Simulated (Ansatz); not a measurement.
KBr

```xyz
2
Lattice="3.7767 0.0000 0.0000 0.0000 3.7767 0.0000 0.0000 0.0000 3.7767" Properties=species:S:1:pos:R:3 pbc="T T T"
K     0.0000    0.0000    0.0000
Br    1.8883    1.8883    1.8883
```

Space group Pm-3m; a structure from a database of computed crystals, not necessarily the ambient phase; started from the database structure prototype, which need not be the ambient phase; changed on purpose from its base cell (hydrostatic strain -5.0%); computed pressure about 4 GPa in this cell.

These are results of Ansatz 0.2.0, DFT, r2SCAN, plane waves, PAW, not measurements.

> What will maps of the valence pseudo-density and electron localisation function show?

K–Br (3.27 Å): the density is about 0.09 e/Å³ at the midpoint, with its minimum of 0.08 e/Å³ about 1.5 Å from K; the ELF is about 0.10 at the midpoint (a largely ionic contact).

> Does the calculation make it a metal, or give it a gap?

It is gapped, with a Kohn–Sham gap of 5.4 eV on the k-point mesh (the band edges may lie off the mesh, which would make the gap smaller).

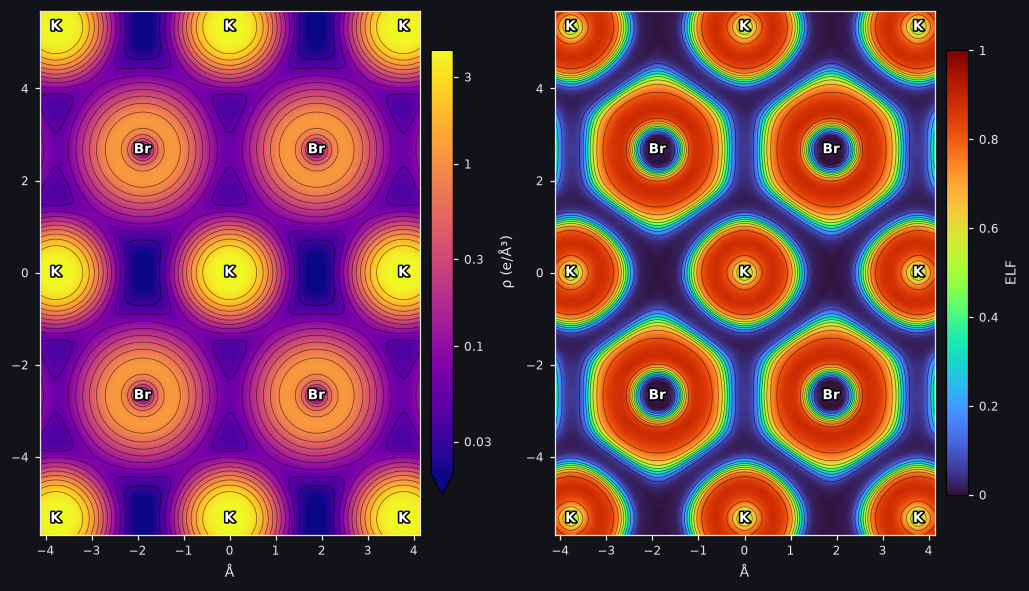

Computed valence pseudo-density and electron localisation function on the (110) plane of the conventional cell, in this order. 

The density is the valence pseudo-density of a PAW calculation; it isn't the true density close to the nuclei.
